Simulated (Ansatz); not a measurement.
# Two runs on TiAl

System: TiAl (P4/mmm, 2 atoms in the cell).
Method of the first run: DFT PBEsol, scalar-relativistic, plane waves, PAW, no spin polarisation (Ansatz 0.2.0).

The structure derives from a Materials Project entry. Text and figures count atoms from 1; the logs count them from 0 in places.

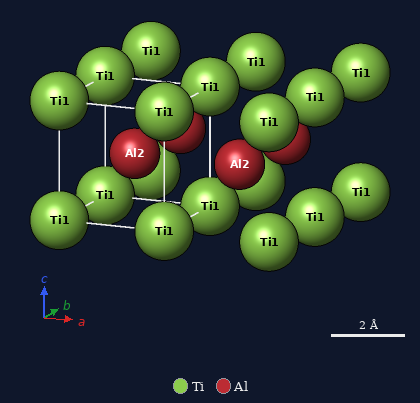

Fig. 1: The structure (spheres-only view of the cell of the calculation, set on other vectors, repeated 2 × 2 × 1, seen slightly off an axis; atoms are numbered from 1 in the order of the input). An atom can appear more than once, as a periodic image.

## The input, the first run
```yaml
crystal:
  lattice:
    - [3.4174938, 0.0, 0.0]
    - [0.0, 3.179064, 0.0]
    - [0.0, 0.0, 3.179064]
  atoms:
    - { symbol: Ti, position: [0.0, 0.0, 0.0] }
    - { symbol: Al, position: [0.5, 0.5, 0.5] }
basis:
  ecutwfc: 420
kpoints:
  mp_grid: { grid: [16, 16, 16] }
hamiltonian:
  xc: pbesol
scf:
  occupations: { method: gaussian, width: 0.15 }
output:
  forces: true
  stress: true
  eigenvalues: true
```

Launched with:
```bash
ansatz run input.yaml --threads 1 --pin off --max-ram 2560MiB --backend cpu --events-out ev --progress --plain --runs-dir out
```

Hardware: 1 thread of Intel Xeon @ 2.50GHz (Skylake/Cascade Lake), 32 GiB of memory available, shared host.

## Output, shortened to warnings, some set-up lines, iterations and results (the first run)
```
Basis set: ecut = 420 eV, 675 PW (Γ), exchange–correlation on 48×48×48 points (8 copies of the dense FFT grid, shifted against one another)
Symmetry: 16 space group operations
k-points: 405 of 4096
Initial density: superposition of atomic densities (neutral atoms: chi_scale 0, normalization atom), corrected by the library's trained network
[...]
SCF iter   1: F=—  HF=-2998.931412 eV  |F-HF|=—  |Δ(HF+E_count)|=         —  Δρ=3.53e-3  dr2=7.55e-3  ethr=1.77e-3  ⟨swp⟩=5.0  Hψ=24557  notcnv=0
SCF iter   2: F=—  HF=-2998.930295 eV  |F-HF|=—  |Δ(HF+E_count)|=   1.12e-3  Δρ=2.60e-3  dr2=4.82e-3  ethr=5.03e-5  ⟨swp⟩=1.0  Hψ=8100  notcnv=0
SCF iter   3: F=—  HF=-2998.929066 eV  |F-HF|=—  |Δ(HF+E_count)|=   1.23e-3  Δρ=4.45e-4  dr2=4.18e-5  ethr=3.22e-5  ⟨swp⟩=2.1  Hψ=6069  notcnv=0
SCF iter   4: F=—  HF=-2998.929044 eV  |F-HF|=—  |Δ(HF+E_count)|=   2.18e-5  Δρ=8.15e-5  dr2=9.65e-7  ethr=2.79e-7  ⟨swp⟩=2.8  Hψ=7847  notcnv=0
SCF iter   5: F=-2998.929044 eV  HF=-2998.929044 eV  |F-HF|=1.50e-8  |Δ(HF+E_count)|=   8.88e-8  Δρ=9.36e-6  dr2=2.84e-8  ethr=6.43e-9  ⟨swp⟩=2.4  Hψ=6463  notcnv=0
SCF iter   6: F=-2998.929044 eV  HF=-2998.929044 eV  |F-HF|=1.31e-9  |Δ(HF+E_count)|=   2.55e-9  Δρ=2.24e-6  dr2=1.93e-9  ethr=1.89e-10  ⟨swp⟩=2.3  Hψ=15280  notcnv=0
SCF 1 converged in 6 iterations: F = -2998.929044 eV  dr2 = 1.93e-9
SCF converged after 6 iterations
Free energy (F): -2998.929044 eV
Harris-Foulkes:  -2998.929044 eV  (|F-HF|=1.31e-9)
Internal energy: -2998.896667 eV  (E = F + TS)
E sigma→0 (E₀):  -2998.912856 eV
Entropy (-TS):   -0.032376 eV (-16.188 meV/atom)
Fermi energy:    10.373007 eV
--- Per-component energies (eV) ---
  E_band       = -176.884773
  E_kinetic    = 293.591221
  E_local      = -1060.687281  (includes V_loc(G=0)·N_el)
  E_nonlocal   = 20.404874
  E_hartree    = 446.997956
  E_xc         = -135.429207
  E_vxc        = -149.772063  (∫ρ·V_xc dr)
  E_paw        = -1477.492330  (= ΣΔE_a)
  E_vpaw       = -174.417560  (= ΣTr[D̂ρ^β])
  E_aug_tail   = 0.000112  (compensation charges beyond the density's cutoff)
  E_ewald      = -1086.440537
  E_core_change = 0.158523  (= ΣΔE_core)
  E_smearing   = -0.032376  (= −TS)
  E_closure    = -0.000000  (closes the sum)
  Σ components = -2998.929044   (vs F -2998.929044, Δ=0.00e0)
--- Forces (eV/Å), atoms counted from 1 ---
  atom   1  Ti     0.00000000     0.00000000     0.00000000
  atom   2  Al     0.00000000     0.00000000     0.00000000
  max |Σ_I F_I| component: 3.94e-31 eV/Å
--- Stress (GPa, compression-positive) ---
       -5.676326       0.000000       0.000000
        0.000000     -10.866401       0.000000
        0.000000       0.000000     -10.866401
  P = ⅓ Tr σ = -9.1364 GPa (-91.364 kbar)
```

The second run used a changed input.

## The two runs side by side

| quantity | the first run | the second run |
| --- | --- | --- |
| outcome | converged | converged |
| free energy per atom (eV) | −1499.4645 | −1499.4776 |
| energy per atom, smearing taken to zero (eV) | −1499.4564 | −1499.4699 |
| gap on the mesh (eV) | 0.00 | 0.00 |
| pressure (GPa) | −9.14 | −7.17 |
| volume per atom (Å³) | 17.27 | 16.87 |
| largest force (eV/Å) | 0.000 | 0.000 |
| SCF iterations | 6 | 6 |
| irreducible k-points | 405 | 405 |
| plane waves at Γ | 675 | 675 |
| wall time (shared host) | 8.6 s | 11 s |

What was changed in the input?

The change (lines with − go, lines with + come):
```diff
-    - [3.4174938, 0.0, 0.0]
+    - [3.3380172, 0.0, 0.0]
```

With the same functional and potentials, the second run lies 13.1 meV per atom lower. The pressure goes from −9.14 to −7.17 GPa. The volume per atom goes from 17.27 to 16.87 Å³. The number of SCF iterations is the same.

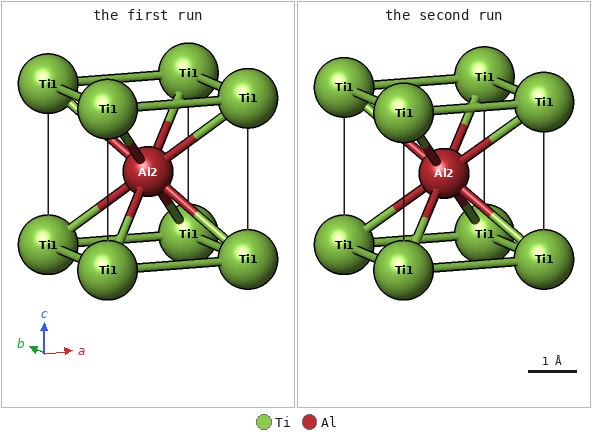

Fig. 2: The two input geometries at one scale (ball-and-stick view of the cell of the calculation, set on other vectors, seen slightly off an axis). No atom moves by more than 0.005 Å relative to the cell. The drawn cell changes as follows: a = b stay at 3.179 Å, c 3.417 → 3.338 Å (−2.3 %); the volume changes by −2.3 %. Among the contacts that change: Ti1–Al2 2.824 → 2.800 Å.

## Output, shortened to warnings, some set-up lines, iterations and results (the second run)
```
Basis set: ecut = 420 eV, 675 PW (Γ), exchange–correlation on 48×48×48 points (8 copies of the dense FFT grid, shifted against one another)
Symmetry: 16 space group operations
k-points: 405 of 4096
Initial density: superposition of atomic densities (neutral atoms: chi_scale 0, normalization atom), corrected by the library's trained network
[...]
SCF iter   1: F=—  HF=-2998.958000 eV  |F-HF|=—  |Δ(HF+E_count)|=         —  Δρ=4.01e-3  dr2=8.88e-3  ethr=1.77e-3  ⟨swp⟩=5.0  Hψ=24942  notcnv=0
SCF iter   2: F=—  HF=-2998.956674 eV  |F-HF|=—  |Δ(HF+E_count)|=   1.33e-3  Δρ=2.89e-3  dr2=5.56e-3  ethr=5.92e-5  ⟨swp⟩=1.0  Hψ=8100  notcnv=0
SCF iter   3: F=—  HF=-2998.955228 eV  |F-HF|=—  |Δ(HF+E_count)|=   1.45e-3  Δρ=5.02e-4  dr2=4.77e-5  ethr=3.71e-5  ⟨swp⟩=2.1  Hψ=6088  notcnv=0
SCF iter   4: F=—  HF=-2998.955218 eV  |F-HF|=—  |Δ(HF+E_count)|=   1.04e-5  Δρ=9.20e-5  dr2=1.33e-6  ethr=3.18e-7  ⟨swp⟩=3.0  Hψ=8250  notcnv=0
SCF iter   5: F=-2998.955218 eV  HF=-2998.955218 eV  |F-HF|=1.47e-8  |Δ(HF+E_count)|=   2.29e-7  Δρ=1.10e-5  dr2=2.96e-8  ethr=8.84e-9  ⟨swp⟩=2.5  Hψ=6711  notcnv=0
SCF iter   6: F=-2998.955218 eV  HF=-2998.955218 eV  |F-HF|=2.46e-10  |Δ(HF+E_count)|=   1.41e-9  Δρ=1.07e-6  dr2=4.20e-10  ethr=1.97e-10  ⟨swp⟩=2.3  Hψ=15098  notcnv=0
SCF 1 converged in 6 iterations: F = -2998.955218 eV  dr2 = 4.20e-10
SCF converged after 6 iterations
Free energy (F): -2998.955218 eV
Harris-Foulkes:  -2998.955218 eV  (|F-HF|=2.46e-10)
Internal energy: -2998.924262 eV  (E = F + TS)
E sigma→0 (E₀):  -2998.939740 eV
Entropy (-TS):   -0.030956 eV (-15.478 meV/atom)
Fermi energy:    10.691123 eV
--- Per-component energies (eV) ---
  E_band       = -172.339904
  E_kinetic    = 294.455528
  E_local      = -1047.747941  (includes V_loc(G=0)·N_el)
  E_nonlocal   = 20.463581
  E_hartree    = 442.644584
  E_xc         = -135.796598
  E_vxc        = -150.252143  (∫ρ·V_xc dr)
  E_paw        = -1477.591153  (= ΣΔE_a)
  E_vpaw       = -174.548030  (= ΣTr[D̂ρ^β])
  E_aug_tail   = 0.000111  (compensation charges beyond the density's cutoff)
  E_ewald      = -1095.510898
  E_core_change = 0.158523  (= ΣΔE_core)
  E_smearing   = -0.030956  (= −TS)
  E_closure    = -0.000000  (closes the sum)
  Σ components = -2998.955218   (vs F -2998.955218, Δ=0.00e0)
--- Forces (eV/Å), atoms counted from 1 ---
  atom   1  Ti     0.00000000     0.00000000     0.00000000
  atom   2  Al     0.00000000     0.00000000     0.00000000
  max |Σ_I F_I| component: 1.48e-31 eV/Å
--- Stress (GPa, compression-positive) ---
       -4.761772       0.000000       0.000000
        0.000000      -8.378284       0.000000
        0.000000       0.000000      -8.378284
  P = ⅓ Tr σ = -7.1728 GPa (-71.728 kbar)
```

For the first run: The cell is under a tension of 9.1 GPa at this level, so it is not at its equilibrium volume. For the second run: The cell is under a tension of 7.2 GPa at this level, so it is not at its equilibrium volume.
